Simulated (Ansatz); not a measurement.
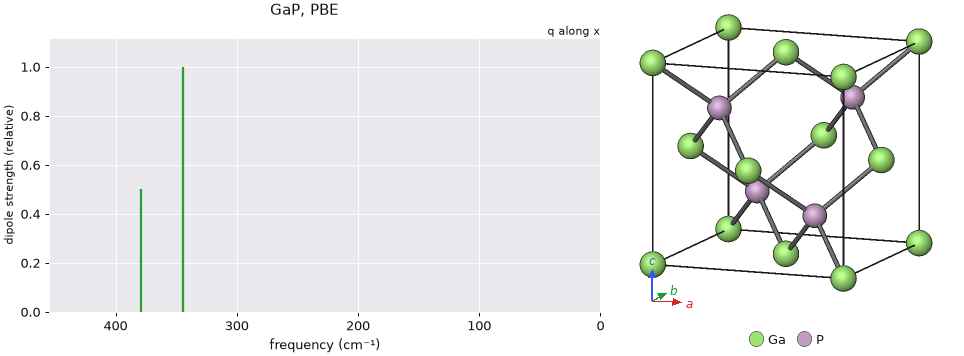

Method: optical phonons of an insulator on the approach to the zone centre along x, y and z with the field of polar modes, imaginary frequencies are negative, field response on a mesh refined by the program; plane waves with PAW datasets (Ansatz 0.2.0). Level: PBE, no spin polarisation.

| setting | value |
| --- | --- |
| wave cutoff | 420 eV |
| k mesh | 8×8×8 |
| occupations | fixed |
| pressure | 0 GPa |

Structure:
```
CELL_PARAMETERS angstrom
0.00000 2.75304 2.75304
2.75304 0.00000 2.75304
2.75304 2.75304 0.00000
ATOMIC_POSITIONS crystal
Ga 0.00000 0.00000 0.00000
P 0.25000 0.25000 0.25000
```

Caption: Polar optical modes, transverse and longitudinal, approaching the zone centre along x for GaP, space group F-43m (No. 216). The spectrum is scaled to its strongest line. The conventional cell is drawn beside the plot.

The transverse (TO, twofold) lines lie at 344.7 and the longitudinal (LO) ones at 379.2 cm⁻¹, the same along x, y and z by the cubic symmetry.

Keep in mind: field response not converged on the k mesh.
